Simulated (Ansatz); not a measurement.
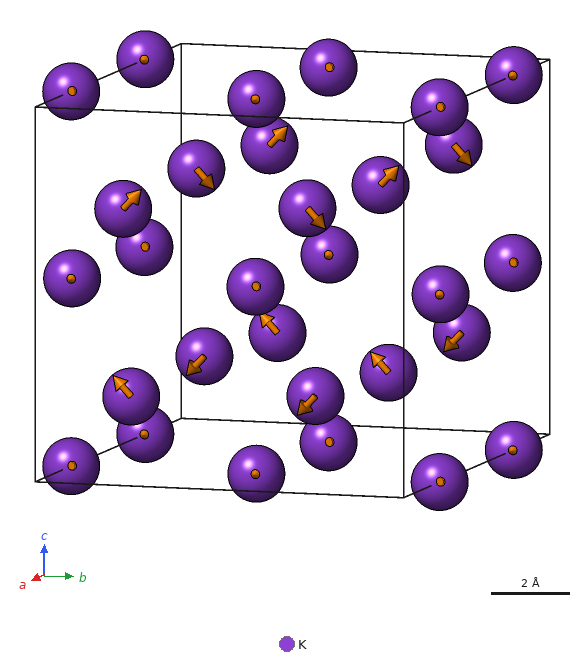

A relaxation of solid K (set up in Cmce). The starting structure is drawn; orange arrows show the displacements (the part carried along by the change of the cell is left out), magnified 5 times.

Style: ball-and-stick. Shown: the conventional cell (2 times the calculation's cell), slightly off an axis. Lengths and directions refer to the drawn axes.

Theory: DFT PBE, scalar-relativistic, plane waves, PAW (Ansatz). (plane-wave cutoff 420 eV; k-point mesh 6 × 6 × 4; occupations gaussian; smearing width 0.1 eV; no spin polarisation; cell and atoms relaxed; force threshold 0.005 eV/Å; at most 80 steps)

### What did the optimiser do to the structure, and how much energy did it gain?

The energy falls by 2.7 meV per atom in 3 accepted moves (4 points after the start). Largest force component: 0.021 eV/Å at the start, 0.001 eV/Å at the end. Pressure: −0.11 GPa at the start and 0.01 GPa at the end. The SCF was repeated once at an unchanged geometry on a basis and grid sized afresh for the cell, which shifted the energy by less than 0.05 meV per atom at most. The largest moves relative to the cell, 0.15 Å, are those of K atoms. Cell: a 12.570 → 12.463 Å (−0.8 %), b 9.974 → 9.675 Å (−3.0 %), c 9.767 → 9.770 Å (0.0 %). Volume −3.8 %. The space group (tolerance 0.01 Å) goes from Cmce (No. 64) to Immm (No. 71). The run took roughly 10 core-minutes on a shared host.
